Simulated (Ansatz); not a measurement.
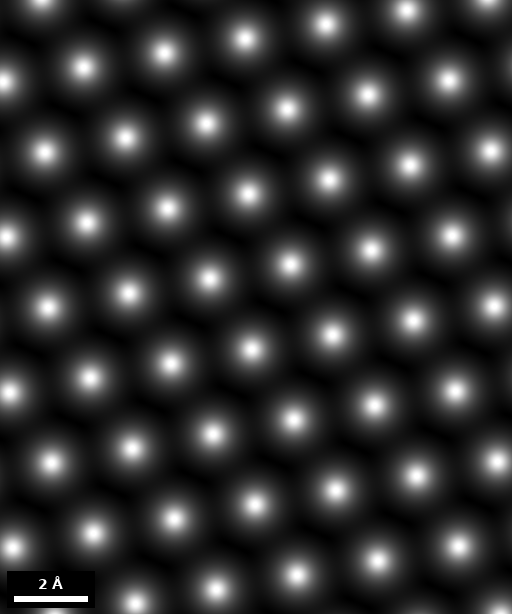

Map of the projected electrostatic potential of a crystal. Computed as the sum of neutral-atom potentials (tabulated electron scattering factors, B = 0.5 Å²) projected along the beam and smoothed by 0.25 Å; brighter is more positive. The display is stretched by a gamma of 0.6; percentages refer to the linear signal.

Q: Measure the repeat of the pattern.

A: The pattern repeats on a centred rectangular net of 2.6 × 3.7 Å.

Q: Which plane group does this projection have?

A: c2mm: perpendicular mirror lines on a centred net, with further twofold points between them.

Q: How many columns does the smallest repeating cell hold, and how many levels of brightness?

A: 1 column in the primitive cell of 4.7 Å², all of one brightness.

The crystal is Mn (I4/mmm, No. 139) seen along [111]. Atomic positions: a calculation's starting geometry; the starting structure was generated, so it need not be a known form of this composition.
